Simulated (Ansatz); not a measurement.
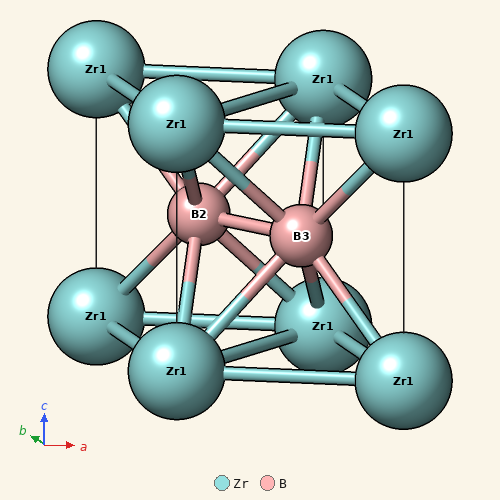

The system is ZrB₂ (P6/mmm, No. 191; 3 atoms in the cell); the picture shows the reference structure. 
- The energy is mapped over volume and the cell's shape.
- Coordinates scanned: (1) volume per atom; (2) c/a of the conventional cell.
- Nothing is relaxed (symmetry fixes all fractional coordinates).
- The scan uses a 7 × 7 grid.
- Points are written as (first, second).
- Energies are in meV/atom, from the lowest grid point.
- Theory: DFT PBEsol, scalar-relativistic, plane waves, PAW (Ansatz 0.2.0). Settings: cutoff 520 eV, k-mesh 18×18×12 in the order of the run's cell vectors, gaussian smearing 0.15 eV, no spin polarisation.

Its coordinates:

```
CELL_PARAMETERS angstrom
3.15484 0.00000 0.00000
-1.57742 2.73217 0.00000
0.00000 0.00000 3.50674
ATOMIC_POSITIONS crystal
Zr 0.00000 0.00000 0.00000
B 0.33333 0.66667 0.50000
B 0.66667 0.33333 0.50000
```

Range: volume per atom from 8.866 to 11.285 Å³; c/a of the conventional cell from 0.927 to 1.333.

> Predict the map.

The lowest grid point is at (10.076 Å³, 1.112). No other kind of well shows on this grid. The highest grid point, (8.866 Å³, 1.333), lies 417 meV/atom above the lowest. Round the minimum the two coordinates are weakly coupled (coupling −0.06 in units of the two stiffnesses).

```
c/a of the conventional cell ↓, volume per atom →  8.866  9.269  9.672  10.076  10.479  10.882  11.285
                                            1.333    417    323    265     237     234     251     285
                                            1.255    267    179    128     107     111     135     177
                                            1.181    174     90     43      27      36      65     112
                                            1.112    139     58     13       0      12      45      94
                                            1.046    163     82     38      26      39      73     125
                                            0.985    241    159    116     103     116     150     201
                                            0.927    370    287    242     228     239     271     321
```

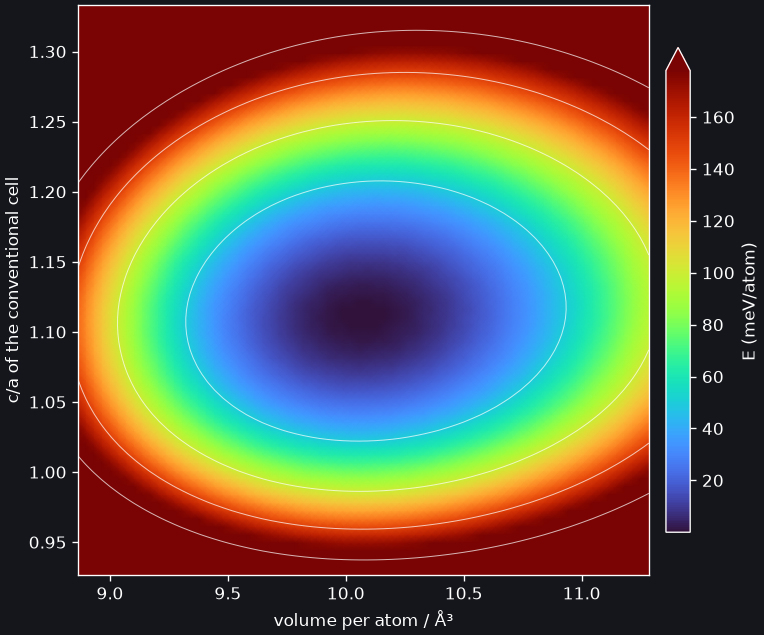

The picture shows a smooth colour map with a few white contour lines, one colour for all values above the top of the scale. Between grid points the surface is interpolated.

Each point was launched as `ansatz run input.yaml --threads 1 --pin off --max-ram 2048MiB --backend cpu --events-out ev --progress --plain --runs-dir out`. Time for the 49 points that were run: 7 min on 1 thread of Arm Neoverse V1, on a shared host.
